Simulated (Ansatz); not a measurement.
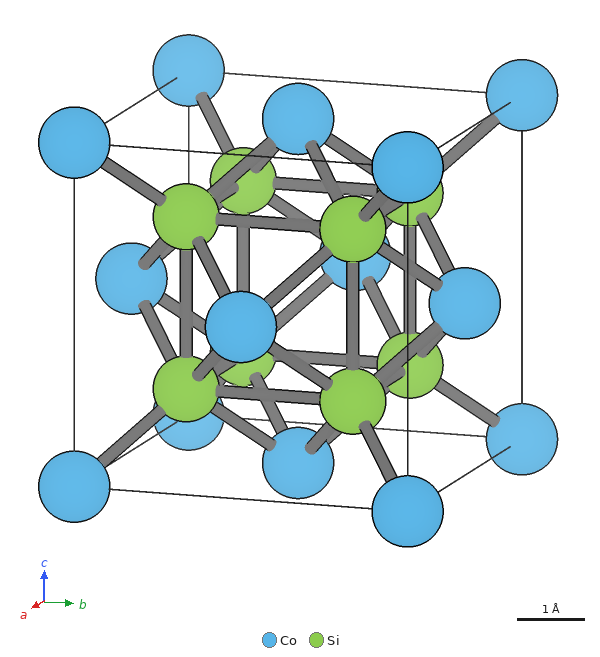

Reference structure: solid CoSi2 (set up in Fm-3m). The picture is a ball-and-stick view of the conventional cell (2 times the calculation's cell), seen slightly off an axis. Lengths and directions refer to the drawn axes.

These are results of DFT PBEsol, scalar-relativistic, plane waves, PAW in Ansatz 0.2.0, not measurements. Set-up: plane-wave cutoff 420 eV; k-point mesh 10 × 10 × 8; occupations gaussian; smearing width 0.1 eV; no spin polarisation.

Now this is done to it. Uniaxial strain along c, −4.5 %, is applied. The a and b axes and the atoms are relaxed.

Input
```yaml
crystal:
  lattice:
    - [2.6861368232, 2.6861368232, 0.0]
    - [-2.6861368232, 2.6861368232, 0.0]
    - [0.0, 0.0, 5.0734450753]
  atoms:
    - { symbol: Co, position: [0.0, 0.0, 0.0] }
    - { symbol: Co, position: [0.5, 0.5, 0.5] }
    - { symbol: Si, position: [0.0, 0.5, 0.75] }
    - { symbol: Si, position: [0.5, 0.0, 0.75] }
    - { symbol: Si, position: [0.5, 0.0, 0.25] }
    - { symbol: Si, position: [0.0, 0.5, 0.25] }
basis:
  ecutwfc: 420
kpoints:
  mp_grid: { grid: [10, 10, 8] }
hamiltonian:
  xc: pbesol
scf:
  occupations: { method: gaussian, width: 0.1 }
output:
  forces: true
  stress: true
  eigenvalues: true
relax:
  adjacent_minimum: "off"
  f_tol: 0.008
  max_steps: 40
  cell: { stress_tol: 0.015, fix: [c, angles] }
```

Run as
```bash
ansatz run input.yaml --threads 1 --pin off --max-ram 2560MiB --backend cpu --events-out ev --progress --plain --runs-dir out
```

What does the calculation give for the changed structure?

It costs 14.2 meV per atom. Pressure: 0.0 GPa before, 2.7 GPa after. The principal stresses (compression positive) are 8.1 GPa along c and none across it. Both are metals. Cell: a = b 5.313 → 5.404 Å (+1.7 %), c 5.313 → 5.073 Å (−4.5 %). Volume −1.2 %. No atom moves by more than 0.005 Å relative to the cell. Among the bonded contacts that change: Si–Si 2.656 → 2.537 to 2.702 Å, Co–Si 2.300 → 2.293 Å. The space group (tolerance 0.01 Å) goes from Fm-3m (No. 225) to I4/mmm (No. 139).

The changed structure in the same view:

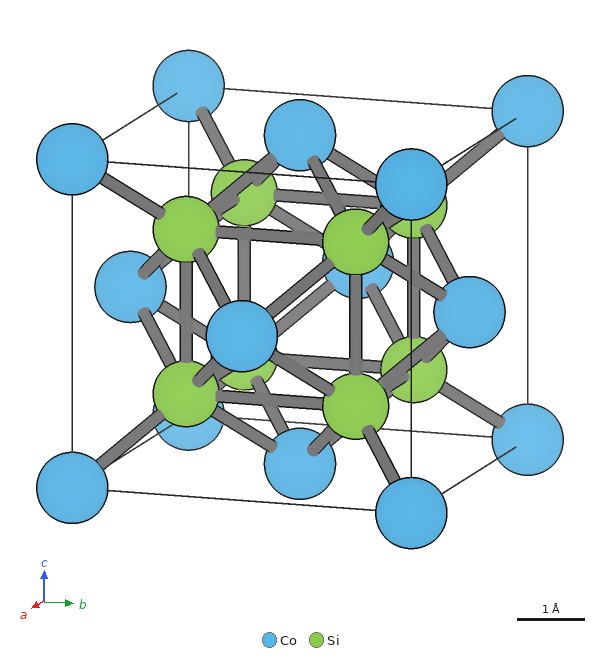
